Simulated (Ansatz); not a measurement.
# Fermi surface of Al (space group P6_3/mmc, No. 194)

Input

```yaml
crystal:
  lattice:
    - [2.81245535, 0.0, 0.0]
    - [-1.40622768, 2.43565778, 0.0]
    - [0.0, 0.0, 4.86685]
  atoms:
    - { symbol: Al, position: [0.66666667, 0.33333333, 0.75] }
    - { symbol: Al, position: [0.33333333, 0.66666667, 0.25] }
basis:
  ecutwfc: 420
kpoints:
  mp_grid: { grid: [18, 18, 8] }
hamiltonian:
  xc: pbe
scf:
  occupations: { method: gaussian, width: 0.05 }
output:
  forces: true
  eigenvalues: true
  eigenstates:
    nscf_kmesh: { grid: [36, 36, 16] }
    top_band: c6
    de_dk: true
    localisation: false
  stress: true
checkpoint:
  write: ck
  compress: false
  write_wavefunctions: false
  write_every: 100000
```

Run with:

```sh
ansatz run input.yaml --threads 1 --pin off --max-ram 3072MiB --backend cpu --events-out ev --progress --plain --runs-dir out
```

Computed with DFT PBE, scalar-relativistic, plane waves, PAW; levels and slopes on a dense k mesh at the converged density (Ansatz 0.2.0). No spin polarisation. The levels come from a k mesh of 36×36×16 points. Unrelaxed database geometry. The cell comes from a database of computed structures, not from a measurement.

### 1. The sheets

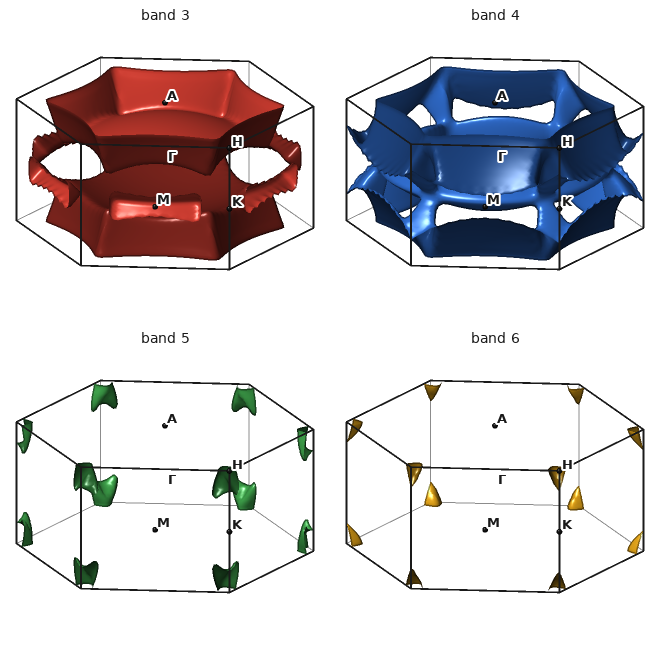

Fermi surface of this crystal. Each panel holds one band. The brighter face of a sheet looks towards empty states.

Q: Summarise the topology of this Fermi surface.

A: Four bands cross the Fermi level; this is a three-dimensional metal.

Band 3: one hole pocket centred at A (25 % of the zone) and three hole pockets centred at M (each 0.48 % of the zone).
Band 4: a sheet that is open in all directions, neither an electron nor a hole pocket (the band is filled at H and L and empty at Γ, A, K and M).
Band 5: two electron pockets centred at H (each 0.46 % of the zone).
Band 6: two electron pockets centred at H (each 0.15 % of the zone).
A pocket cut by a face of the zone is counted once with the part on the opposite face.

Q: How large are the density of states and the plasma frequency?

A: The density of states at the Fermi level is 0.84 states/eV per primitive cell. The intraband plasma frequencies along the cartesian axes x, y and z of the cell as given are 12, 12 and 13 eV.

### 2. Cuts and bands

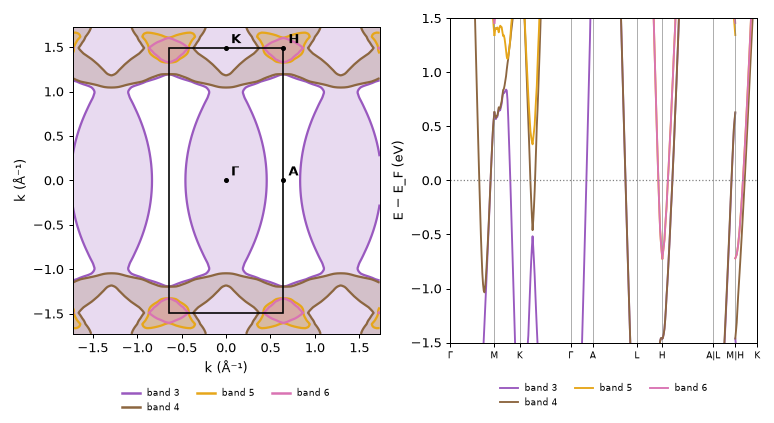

This crystal: cut through the Fermi surface in the plane through Γ, A and K, filled states shaded, and the bands that cross the Fermi level.

Q: For each band, read its level at the labelled points (eV from the Fermi level).

A:
```csv
band,Γ,A,K,H,M,L
band 3,below,above,below,−1.46,+0.62,below
band 4,above,above,above,−1.46,+0.63,below
band 5,above,above,above,−0.72,+1.34,above
band 6,above,above,above,−0.72,+1.46,above
```

Negative values are filled states; "above" and "below" lie outside the plotted window.

### 3. Speeds

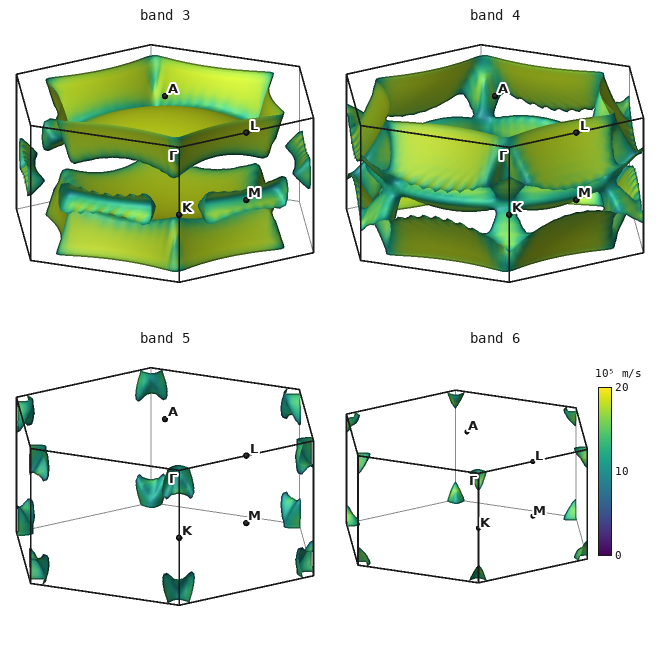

Fermi surface of this crystal, coloured by the Fermi speed.

Q: How fast are the electrons on each sheet?

A: Band 3: 12 to 19 × 10⁵ m/s over most of the sheet, 16 × 10⁵ m/s on average over states. Band 4: 10 to 18 × 10⁵ m/s over most of the sheet, 15 × 10⁵ m/s on average over states. Band 5: 9.7 to 15 × 10⁵ m/s over most of the sheet, 12 × 10⁵ m/s on average over states. Band 6: 10 to 16 × 10⁵ m/s over most of the sheet, 14 × 10⁵ m/s on average over states.

Q: Which of these bands adds most to the density of states at the Fermi level?

A: Band 4, with 0.44 of 0.84 states/eV per cell.

Necks and pockets thinner than about two mesh steps aren't resolved, so separate pockets may in truth be joined.

Time for the whole run: 12 s on 1 thread of Arm Neoverse V2, on a shared host, peak memory 0.43 GiB.
